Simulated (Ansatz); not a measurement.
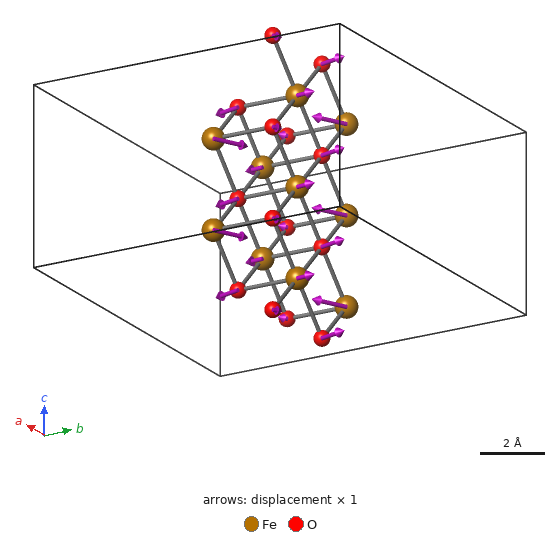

This is a relaxation of a wire of composition FeO. The starting structure is drawn; purple arrows show the displacements (the part carried along by the change of the cell is left out), at their true length.

The picture is a ball-and-stick view of the 2 repeat of the cell, with the vacuum cut short, seen from a free direction.

Case: wire along [1 1 0], 8 atoms a period.

The calculation used DFT PBE, scalar-relativistic, plane waves, PAW (Ansatz). Settings: plane-wave cutoff 420 eV; k-point mesh 1 × 1 × 11; occupations gaussian; smearing width 0.05 eV; collinear spin; cell relaxed at fixed a, b, alpha, beta, gamma; force threshold 0.02 eV/Å; at most 45 steps.

**What did the optimiser do to the structure, and how much energy did it gain?**

The energy falls by 4.430 eV per cell of the calculation in 16 accepted moves (18 points after the start). The largest force component goes from 2.4 to 0.0071 eV/Å. The SCF was repeated twice at an unchanged geometry on a basis and grid sized afresh for the cell, which shifted the energy by 18.9 meV per cell of the calculation at most. The largest moves relative to the layer's centre, 1.32 Å, are those of Fe atoms. By element the largest moves are Fe 1.32 Å, O 1.02 Å. Along the periodic axis the drawn cell goes c 6.094 → 5.431 Å (−10.9 %). Some distances before and after: Fe–O 2.154 → 3.827 Å, Fe–Fe 3.047 → 2.303 Å, Fe–O 2.154 → 1.849 Å, Fe–O 2.154 → 1.919 Å. New bonds form: Fe–Fe (3.05 → 2.30 Å). Bonds break: Fe–O (2.15 → 3.83 Å). Among the angles between lasting bonds that change: Fe–O–Fe 180.0° → 121.8°, O–Fe–O 90.0° → 140.6°, Fe–O–Fe 90.0° → 68.6°. The run took 5.2 min on 4 threads of Intel(R) Xeon(R) Platinum 8488C (Sapphire Rapids), on a shared host, peak memory 1.3 GiB.

Limits of the set-up: the k-point mesh is coarse for a cell with partly filled bands.
